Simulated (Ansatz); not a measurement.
# Co: what the fields show

```cif
data_structure
_symmetry_space_group_name_H-M 'P 1'
_symmetry_Int_Tables_number 1
_cell_length_a 2.2740
_cell_length_b 2.2740
_cell_length_c 2.2740
_cell_angle_alpha 90.000
_cell_angle_beta 90.000
_cell_angle_gamma 90.000
_cell_volume 11.76
loop_
_atom_site_label
_atom_site_type_symbol
_atom_site_fract_x
_atom_site_fract_y
_atom_site_fract_z
_atom_site_occupancy
Co1 Co 0.00000 0.00000 0.00000 1
```

Space group Pm-3m; set up as Co, simple cubic; a generated structure, not necessarily the stable one; changed on purpose from its base cell (volume × 0.96); computed pressure about 6 GPa in this cell; spin-polarised.

Level of theory: Ansatz 0.2.0, DFT, m-r2SCAN, plane waves (500 eV) with PAW, scalar-relativistic.

In a PAW calculation such maps are meaningful between the atoms, not at the nuclei.

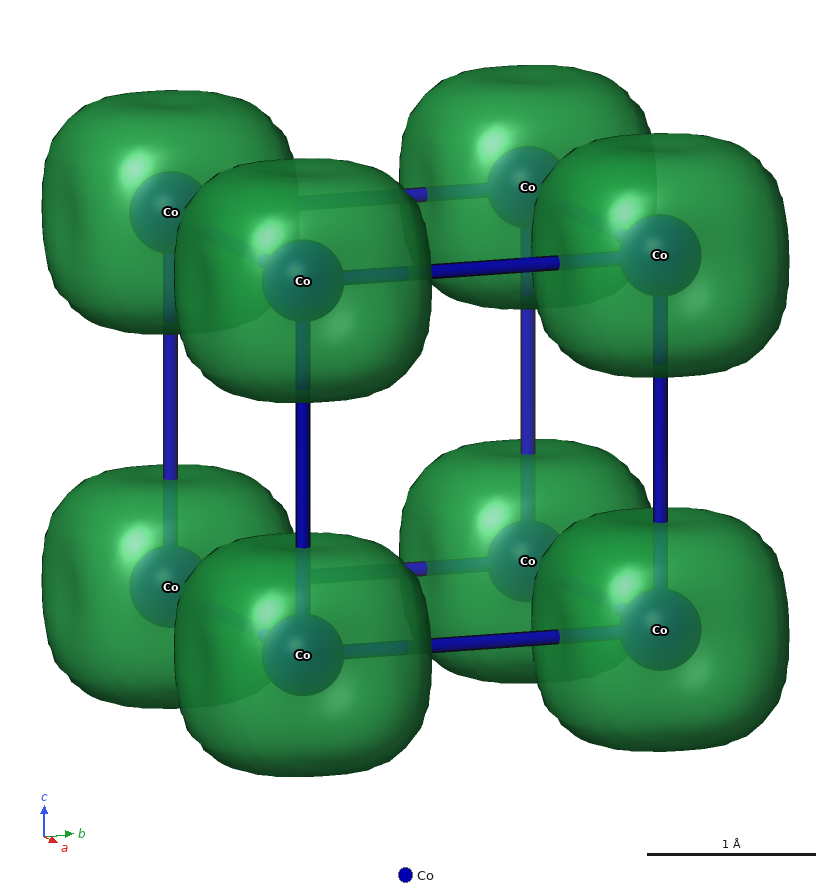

Figure 1. Isosurface of the spin density at +0.15 e/Å³ (green), seen slightly off an axis. Sticks mark near contacts.

Q: Which atoms carry the moments, and with what signs?

A: The spin density sits on Co: +1.7 μB in one cell of 1 atoms: parallel main moments, as they must be, since the calculation's own cell holds one magnetic site. The cell of the calculation (1 atoms) carries 1.7 μB of net spin moment.

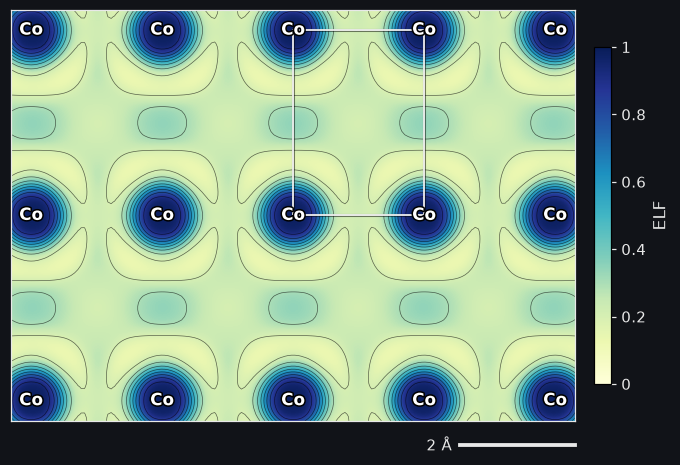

Figure 2. ELF on the (101) plane of the conventional cell.

Q: What do the fields say about this system?

A: Atoms in the plane: Co.
Co–Co (2.27 Å): the ELF is about 0.20 at the midpoint: no shared electron pair shows on this line.
The features right at Co lie inside the PAW spheres, where the map follows smoothed inner orbitals and isn't to be read closely.

Q: Metal or insulator at this level of theory?

A: It is metallic or semimetallic at this level of theory: no gap opens.
